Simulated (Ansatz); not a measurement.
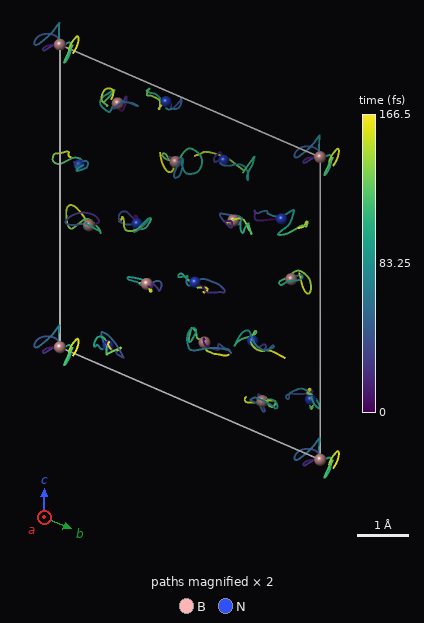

Molecular dynamics of an 18-atom cell of BN (set up in Fmm2), 166 fs long. Lines trace each atom's path, coloured by time; spheres stand at the starting positions. The excursions are magnified 2 times. Seen along the a axis in the simulation cell.

Method: DFT PBE+D3(BJ), scalar-relativistic, plane waves, PAW (Ansatz). Run with plane-wave cutoff 420 eV; k-point mesh 2 × 2 × 2; Fermi-Dirac smearing 0.103 eV; volume 1.04 times that of the relaxed crystal; Langevin thermostat (NVT); set temperature 1200 K; time step 1.5 fs; friction 0.02 per fs.

### Describe the motion.

Root-mean-square distances from the starting positions over the second half, with the common drift of all atoms taken out: N 0.19 Å, B 0.16 Å. That is small against the typical shortest distance between atoms in the first frame, about 1.5 Å: the atoms vibrate about their sites and the arrangement holds. The mean temperature in the second half is 1041 K (standard deviation 127 K). The potential energy in the second half lies on average 141 meV per atom above the first frame. The mean pressure there is −7.3 GPa.

Cost: 99 s on 4 threads of Intel(R) Xeon(R) Platinum 8488C (Sapphire Rapids), with other jobs on the host, peak memory 0.58 GiB.
